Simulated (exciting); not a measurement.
**A series of single points on CdTe**

System: CdTe (F-43m, 2 atoms in the cell).
Method: Kohn-Sham DFT of a periodic cell, PBE, all-electron LAPW+lo, shipped species files, no spin polarisation (exciting sodium).

The 7 runs differ only in the geometry, by an even scaling of the cell at fixed fractional positions. The structure derives from an entry of the Crystallography Open Database.

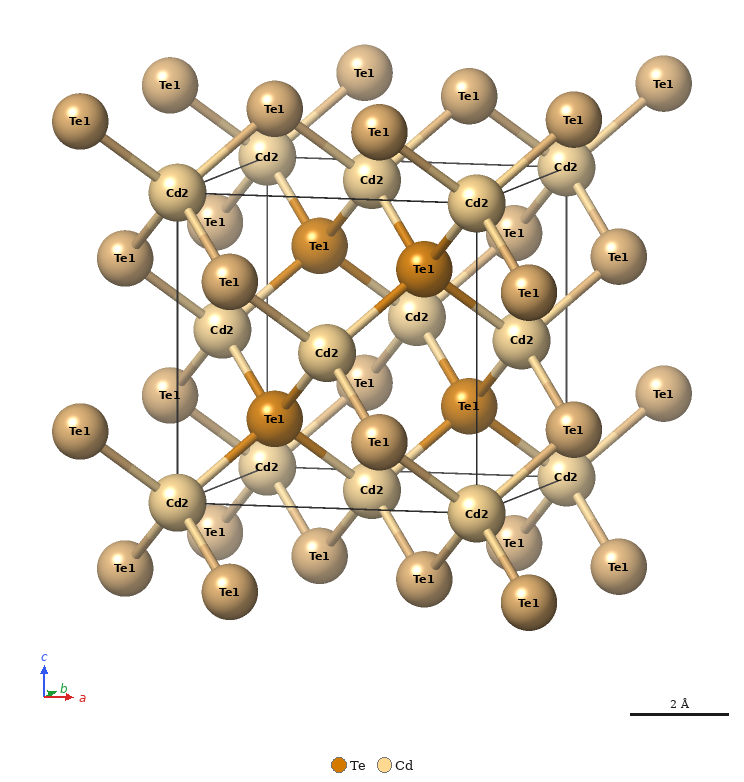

Figure 1. The structure of run 4 (ball-and-stick view of the cell 4 times as large as that of the calculation, set on its symmetry axes, seen slightly off an axis; neighbours outside the cell are drawn fainter; atoms are numbered from 1 in the order of the input).

### Input of run 4
```
<input>
  <title>CdTe</title>
  <structure speciespath="./" tshift="false">
    <crystal scale="1">
      <basevect>0.000000000000 6.056572229426 6.056572229426</basevect>
      <basevect>6.056572229426 0.000000000000 6.056572229426</basevect>
      <basevect>6.056572229426 6.056572229426 0.000000000000</basevect>
    </crystal>
    <species speciesfile="Te.xml" rmt="2.3">
      <atom coord="0.750000000000 0.750000000000 0.750000000000"/>
    </species>
    <species speciesfile="Cd.xml" rmt="2.3">
      <atom coord="0.000000000000 0.000000000000 0.000000000000"/>
    </species>
  </structure>
  <groundstate do="fromscratch" ngridk="7 7 7" rgkmax="9" gmaxvr="14" lmaxapw="10" lmaxmat="10" lmaxvr="8" xctype="GGA_PBE" stype="Fermi Dirac" swidth="0.00183747" nempty="10" ValenceRelativity="iora*" epsengy="1e-05" epspot="1e-05" maxscl="60" tforce="true" outputlevel="normal"/>
</input>
```

Command:
```bash
OMP_NUM_THREADS=1 exciting_smp
```

Lattice vectors (Å) and fractional positions of run 4:
```
   0.000000    3.205000    3.205000
   3.205000    0.000000    3.205000
   3.205000    3.205000    0.000000
Te  0.750000  0.750000  0.750000
Cd  0.000000  0.000000  0.000000
```

Run 3 has the same physical settings and fractional positions; its lattice vectors (Å) are:
```
   0.000000    3.183489    3.183489
   3.183489    0.000000    3.183489
   3.183489    3.183489    0.000000
```

### Results, with one run withheld

| run | volume per atom (Å³) | free energy per atom, from the lowest run given (meV) | gap on the mesh (eV) |
| --- | --- | --- | --- |
| 1 | 30.947 | 109.91 | 1.06 |
| 2 | 31.605 | 79.84 | 0.99 |
| 3 | 32.263 | ? | ? |
| 4 | 32.922 | 34.78 | 0.87 |
| 5 | 33.580 | 19.20 | 0.81 |
| 6 | 34.239 | 7.64 | 0.75 |
| 7 | 34.897 | 0.00 | 0.69 |

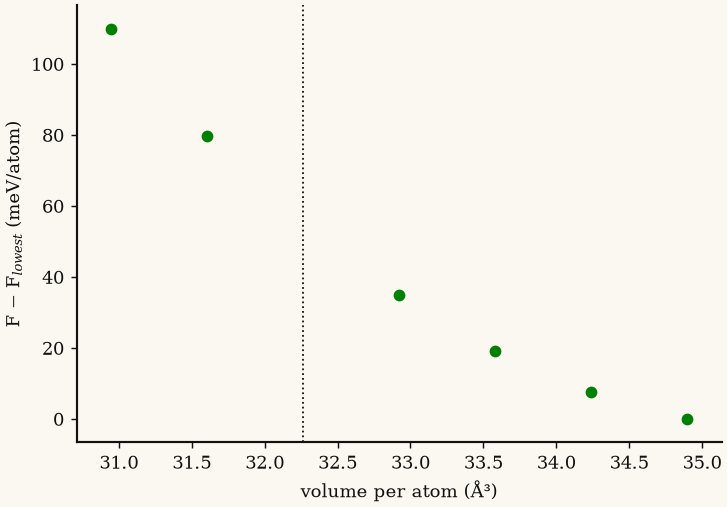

Figure 2. Free energy per atom of the runs given; the dotted line marks run 3.

Fit the runs given and predict run 3.

A cubic polynomial in V^(−2/3) (the Birch–Murnaghan form), fitted to the 6 runs given, misses them by at most 0.03 meV per atom. With x = V^(−2/3) − 0.09723 Å⁻², it reads F = 33.153 + 13449 x + 1.1496e+06 x² − 6.3738e+06 x³ (meV per atom). At run 3 it gives 54.93 meV per atom, and the run itself gives 54.78. The fit has no minimum inside this range. The gap on the mesh goes, without turning, from 1.06 eV in run 1 to 0.69 eV in run 7; run 3 has 0.93 eV. These are gaps of this functional on this mesh, which can miss the band edges; they aren't the measured gap.

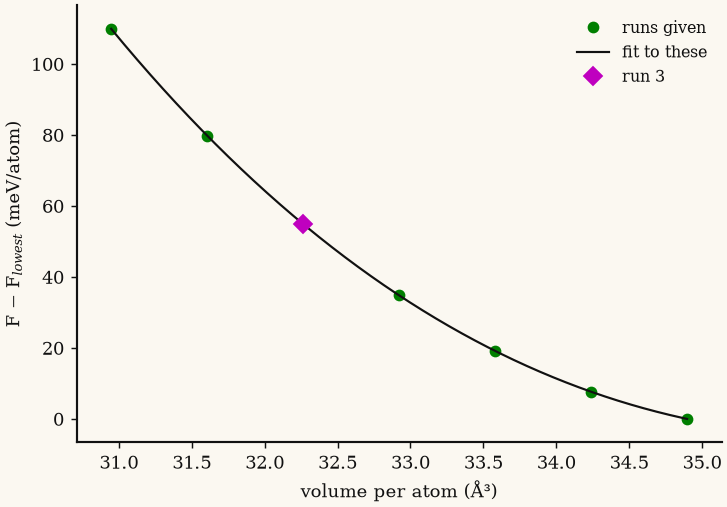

Figure 3. The fit and the withheld run.

### Some lines of the output (run 3)
```
[...]
 Absolute change in total energy   (target) :  0.935784E-03  ( 0.100000E-04)
 Total energy                               :    -12392.96049344
 Fermi energy                               :         0.16819411
 DOS at Fermi energy (states/Ha/cell)       :         0.00106811
 Absolute change in total energy   (target) :  0.425413E-04  ( 0.100000E-04)
 Total energy                               :    -12392.96050878
 Fermi energy                               :         0.16819409
 Absolute change in total energy   (target) :  0.153412E-04  ( 0.100000E-04)
 Total energy                               :    -12392.96050605
 Absolute change in total energy   (target) :  0.272922E-05  ( 0.100000E-04)
 Total energy                               :    -12392.96050641
 Fermi energy                               :         0.16819410
 Absolute change in total energy   (target) :  0.365895E-06  ( 0.100000E-04)
 Total energy                               :    -12392.96050653
```
